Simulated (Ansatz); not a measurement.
PtSe₂

Input file:

```
crystal:
  lattice:
    - [3.7240006046, 0.0, 0.0]
    - [-1.8620003023, 3.2250791273, 0.0]
    - [0.0, 0.0, 5.062]
  atoms:
    - { symbol: Pt, position: [0.0, 0.0, 0.0] }
    - { symbol: Se, position: [0.346898892, 0.6937977839, 0.25] }
    - { symbol: Se, position: [0.6802322253, 0.3604644506, 0.75] }
basis:
  ecutwfc: 420
kpoints:
  mp_grid: { grid: [12, 12, 10] }
hamiltonian:
  xc: pbesol
scf:
  occupations: { method: gaussian, width: 0.15 }
output:
  forces: true
  stress: true
  eigenvalues: true
  write_density: true
  write_potential: true
  elf: true
  volumetric_format: npy
```

Launched as:

```sh
ansatz run input.yaml --threads 1 --pin off --max-ram 2560MiB --backend cpu --events-out ev --progress --plain --runs-dir out
```

Below, planes, directions and counts refer to the conventional cell (a = 6.45 Å, b = 3.72 Å, c = 5.06 Å, α = 90.00°, β = 90.00°, γ = 90.00°).

Space group Cm; changed on purpose from its base cell (all Se atoms moved +0.087 Å, as atom 2 along Cartesian [0 1 0]); not relaxed (largest force 1.4 eV/Å); computed pressure about 3 GPa in this cell.

Method: Ansatz, DFT PBEsol, scalar-relativistic, plane waves, PAW.

In a PAW calculation such maps are meaningful between the atoms, not at the nuclei.

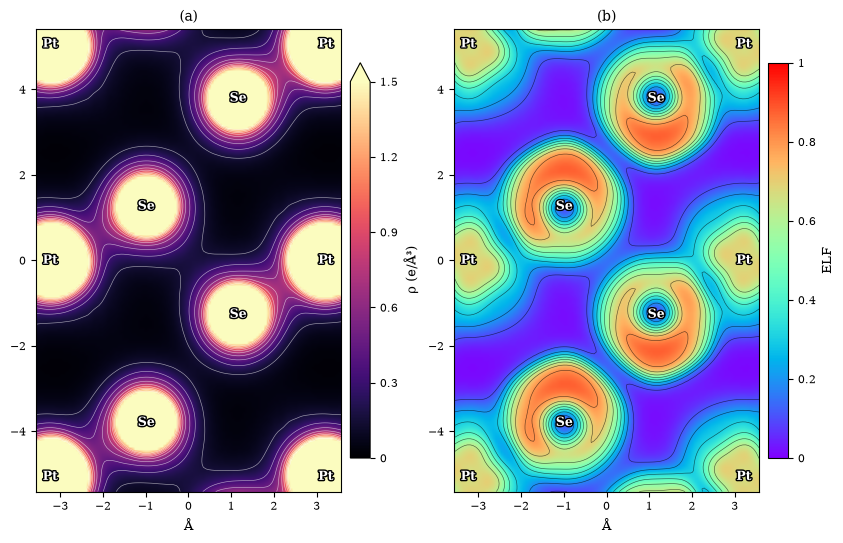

Figure 1. (a) valence charge density (pseudo); (b) ELF on the (010) plane of the conventional cell.

**Read the bonding off the picture.**

- The section cuts through Pt and Se sites.
- Pt–Se (2.42 Å): ρ at the midpoint is about 0.68 e/Å³; the ELF is about 0.50 at the midpoint.
- Between the atoms the lowest density in this plane is 0.02 e/Å³.
- The features right at Pt lie inside the PAW spheres, where the map follows smoothed inner orbitals and isn't to be read closely.

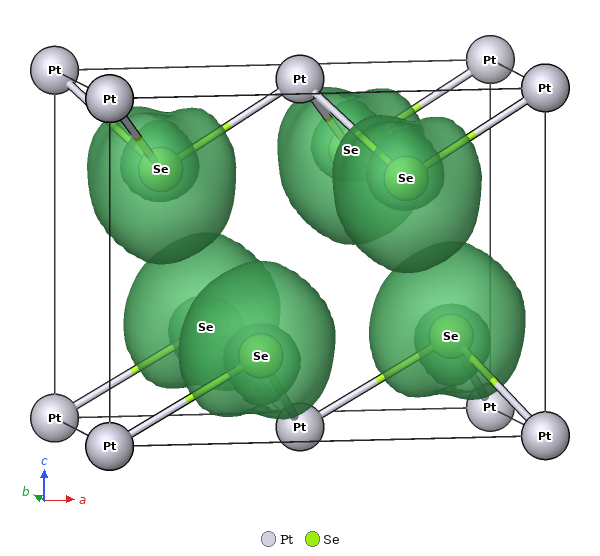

Figure 2. Isosurface of the electron localisation function at 0.65 (green), seen slightly off an axis. Core shells and regions of very low density are left out. Sticks mark near contacts.

**Where are the electrons localised?**

The ELF exceeds this value in four regions wrapped around Se (the valence shell of each), counted in one cell of 6 atoms. Any copies at cell faces, edges or corners count once.


 Pt–Se (2.53 Å): the ELF is about 0.50 at the midpoint.

**Does the calculation make it a metal, or give it a gap?**

It is gapless in this calculation (a metal or semimetal); semilocal functionals without U, or without the true magnetic order, often close the gap of such compounds.
